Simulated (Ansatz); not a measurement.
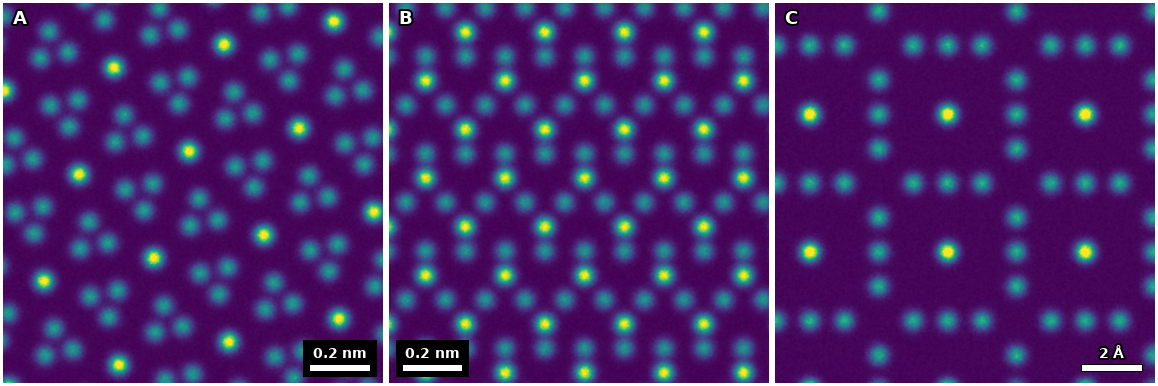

Three views of Cu (Pm-3n, No. 223) along different zone axes. Simulated incoherent Z contrast: every atom adds Z^1.7 spread by a probe of 0.50 Å full width; channelling and multiple scattering are left out. Shot noise was added. Model: the end point of a relaxation with DFT, BLYP, plane waves (420 eV) with PAW, scalar-relativistic in Ansatz; the starting structure was generated, so it need not be a known form of this composition.

```cif
data_structure
_symmetry_space_group_name_H-M 'Pm-3n'
_symmetry_Int_Tables_number 223
_cell_length_a 4.7091
_cell_length_b 4.7091
_cell_length_c 4.7091
_cell_angle_alpha 90.000
_cell_angle_beta 90.000
_cell_angle_gamma 90.000
_cell_volume 104.43
loop_
_atom_site_label
_atom_site_type_symbol
_atom_site_symmetry_multiplicity
_atom_site_Wyckoff_symbol
_atom_site_fract_x
_atom_site_fract_y
_atom_site_fract_z
_atom_site_occupancy
Cu1 Cu 2 a 0.00000 0.00000 0.00000 1
Cu2 Cu 6 c 0.25000 0.00000 0.50000 1
```

Question: Match the panels to the zone axes [001], [111] and [211].

Answer: A is [111]: projected cell 3.84 × 3.84 Å, 120°, plane group p6mm. B is [211]: projected cell 2.72 × 3.33 Å, 90°, plane group p2mg. C is [001]: projected cell 4.71 × 4.71 Å, 90°, plane group p4mm.
